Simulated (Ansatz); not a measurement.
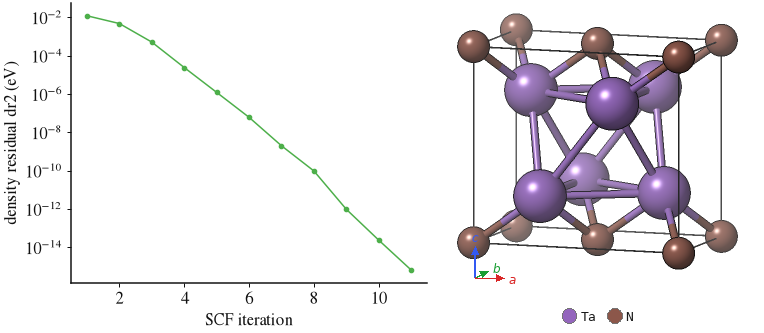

Beside the plot: the structure in its conventional cell.

The plot shows the SCF iterations of a calculation: density residual dr2. The starting density is a sum of atomic densities corrected by a trained network.

Ta2N (3 atoms in the cell), run with Ansatz.

```
crystal:
  lattice:
    - [3.1011400556, 0.0, 0.0]
    - [-1.5505700278, 2.6856660688, 0.0]
    - [0.0, 0.0, 4.8818900623]
  atoms:
    - { symbol: Ta, position: [0.6759753444, 0.3519506888, 0.7449050322] }
    - { symbol: Ta, position: [0.3240246556, 0.6480493112, 0.2550949678] }
    - { symbol: "N", position: [0.0, 0.0, 0.0] }
basis:
  ecutwfc: 420
kpoints:
  mp_grid: { grid: [18, 18, 10] }
hamiltonian:
  xc: pbe
scf:
  occupations: { method: gaussian, width: 0.15 }
  convergence: { dr2_threshold: 1.0e-14 }
  max_iter: 100
output:
  forces: true
  eigenvalues: true
  stress: true
```

Launched with:
```bash
ansatz run input.yaml --threads 2 --pin off --max-ram 5120MiB --backend cpu --events-out ev --progress --plain --runs-dir out
```

Did the calculation converge?

Answer. It converged, after 11 iterations. The residual falls at every step.

What is the residual at the start and at the end?

Answer. It starts near 0.01 and ends near 6 × 10⁻¹⁶ eV.

Is anything amiss with this input?

Answer. The input holds an odd setting (a threshold meant to be out of reach), but it does no harm here: the energy lies within 1 meV per atom of a run with usual settings.
